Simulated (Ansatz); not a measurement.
## Electronic structure of MnH₂O₂ in real space

```xyz
10
Lattice="3.2359 0.0000 0.0000 -1.6179 2.8023 0.0000 0.0000 0.0000 8.9210" Properties=species:S:1:pos:R:3 pbc="T T T"
Mn    0.0000    0.0000    0.0000
Mn    0.0000    0.0000    4.4605
O    -0.0002    1.8683    1.0081
O    -0.0002    1.8683    5.4686
O     1.6181    0.9340    3.4524
O     1.6181    0.9340    7.9129
H    -0.0002    1.8683    1.9894
H    -0.0002    1.8683    6.4499
H     1.6181    0.9340    2.4711
H     1.6181    0.9340    6.9316
```

Space group P-3m1; not relaxed (largest force 1.7 eV/Å); computed pressure about 9 GPa in this cell; spin-polarised.

All numbers below come from DFT, PAW plane waves, r2SCAN in Ansatz 0.2.0.

Core electrons are frozen (PAW), and the valence fields are smoothed inside the atomic spheres.

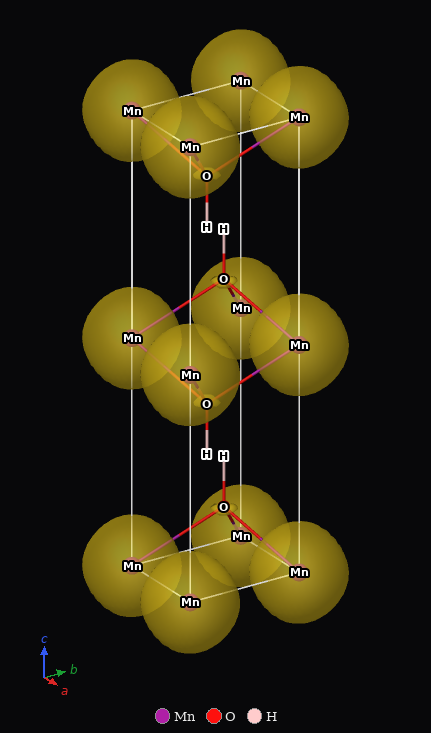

Figure 1. Isosurfaces of the spin density at +0.2 (yellow) and −0.2 e/Å³ (cyan), seen slightly off an axis. Sticks mark near contacts.

Question: Which atoms carry the moments, and with what signs?

Answer: The spin density sits on Mn: +4.2 μB (×2) in one cell of 10 atoms, with smaller moments on O (up to +0.05 μB): parallel moments (a ferromagnetic arrangement) in this solution. The cell of the calculation (10 atoms) carries 10.0 μB of net spin moment. Only one sign reaches the isovalue.

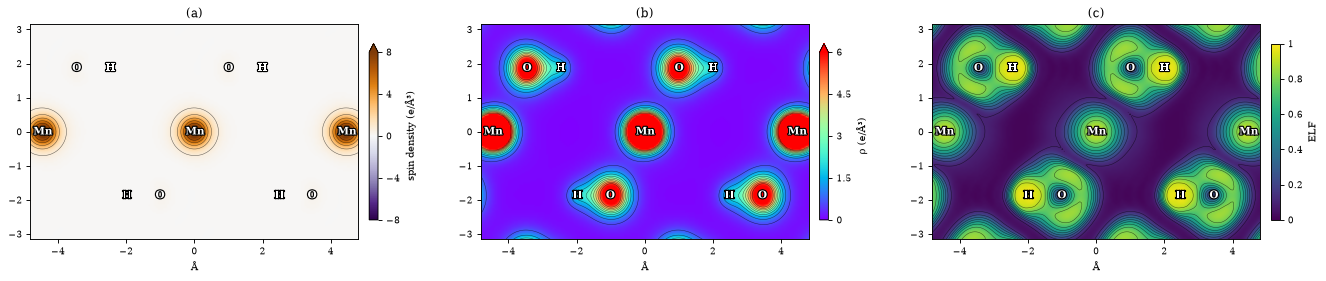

Figure 2. (a) magnetisation density (up minus down); (b) valence pseudo-density; (c) ELF on the (110) plane of the calculation cell.

Question: Describe what can be read from this map.

Answer: Atoms in the plane: Mn, O and H. O–H (0.98 Å): ρ is about 3.6 e/Å³ halfway; the ELF climbs to about 1 towards the hydrogen, as it does in any bond to H; a covalent bond by its length. Mn–O (2.12 Å): the density is about 0.44 e/Å³ at the midpoint; the ELF peaks at about 0.85 in the valence shell of O, 0.6 Å from its nucleus, and is about 0.15 at the midpoint: no shared electron pair shows on this line. Between the atoms the lowest density in this plane is 0.02 e/Å³. The features right at Mn lie inside the PAW spheres, where the map follows smoothed inner orbitals and isn't to be read closely.

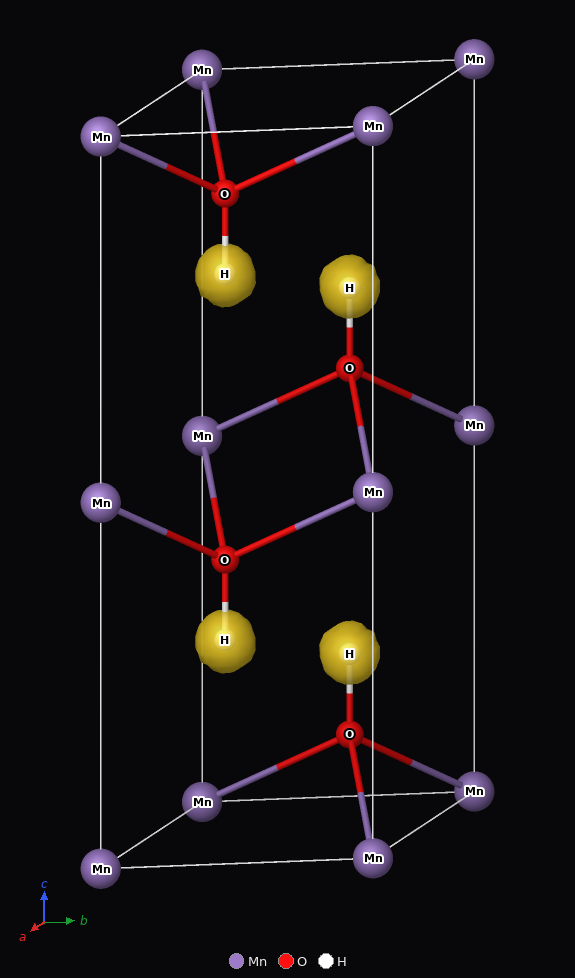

Figure 3. Isosurface of the electron localisation function at 0.9 (yellow), seen slightly off an axis. Only the valence region is drawn (cores and ρ < 0.01 e/Å³ removed). Sticks mark near contacts.

Question: What do the ELF domains correspond to?

Answer: The ELF exceeds this value in four regions around hydrogen nuclei, counted in one cell of 10 atoms. Regions shared between cells count once.

Question: What Bader charges does the calculation give?

Answer: Electrons move from Mn and H towards O. Bader charges: Mn +1.54, O −1.33 and H +0.56 e.
